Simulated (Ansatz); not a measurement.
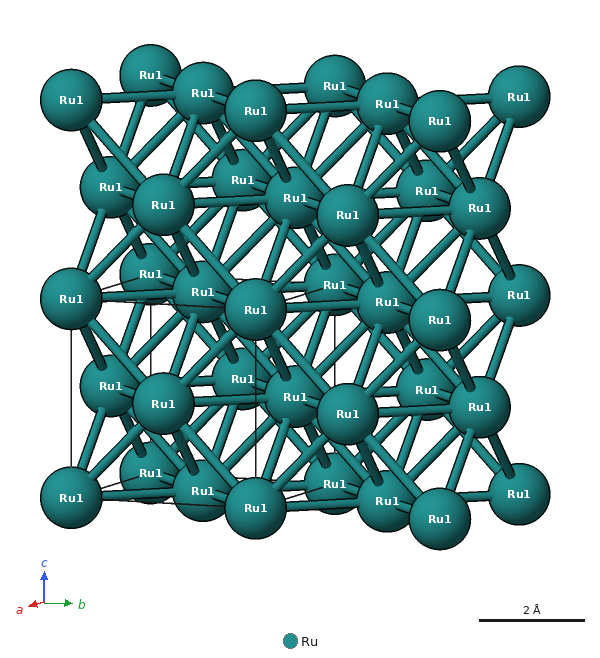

The starting point is a symmetric starting cell of Ru. A ball-and-stick model of the conventional cell (4 times the calculation's cell), repeated 1 × 2 × 2 with one cell outlined, seen slightly off an axis. Lengths and directions refer to the drawn axes.

Level of theory: DFT PBEsol, scalar-relativistic, plane waves, PAW (Ansatz 0.2.0). (plane-wave cutoff 420 eV; k-point mesh 18 × 18 × 16; occupations gaussian; smearing width 0.1 eV; no spin polarisation)

Now this is done to it. The cell is strained by +0.6 % along [1 1 −1] and +3.6 % across it (volume +8.1 %), the atoms keeping their fractional coordinates. No relaxation follows. The starting cell wasn't computed here and needn't be at equilibrium, so pressure and forces aren't due to the change alone.

**What is the effect?**

The pressure is −31.5 GPa (not all of it need come from the change, since the unchanged cell can be under pressure at this level too). The principal stresses (compression positive) are −24.3 GPa along [1 1 −1] and −35.1 GPa across it. All forces vanish by symmetry. Some distances before and after: Ru–Ru 2.708 → 2.753 to 2.807 Å. The space group (tolerance 0.01 Å) goes from Fm-3m (No. 225) to R-3m (No. 166).

The changed structure in the same view:

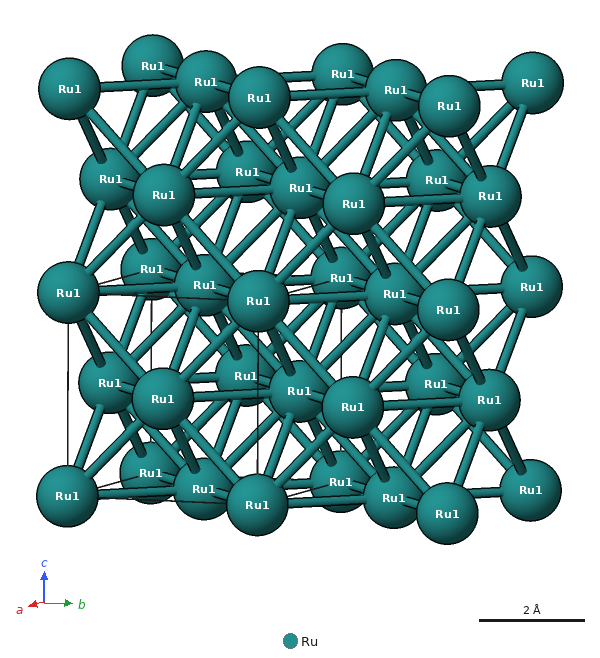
